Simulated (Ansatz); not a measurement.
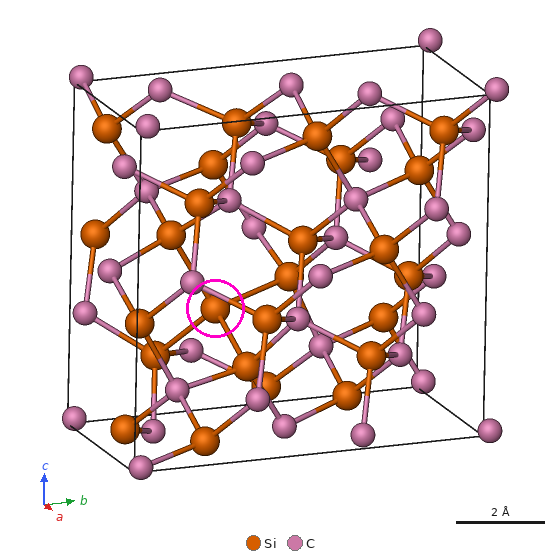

This ball-and-stick model is shown from a general direction. The edges of the supercell are marked. The host is SiC, in a cell of 48 sites, and the cell is neutral. A ring marks the defect's site.

Question: Where does the cell differ from the host, and how?

Answer: Silicon on a carbon site (an antisite). It is bonded to four Si in a tetrahedral arrangement at about 2.2 Å.

The atoms were relaxed in the host's cell with Ansatz, DFT PBE, scalar-relativistic, plane waves, PAW.
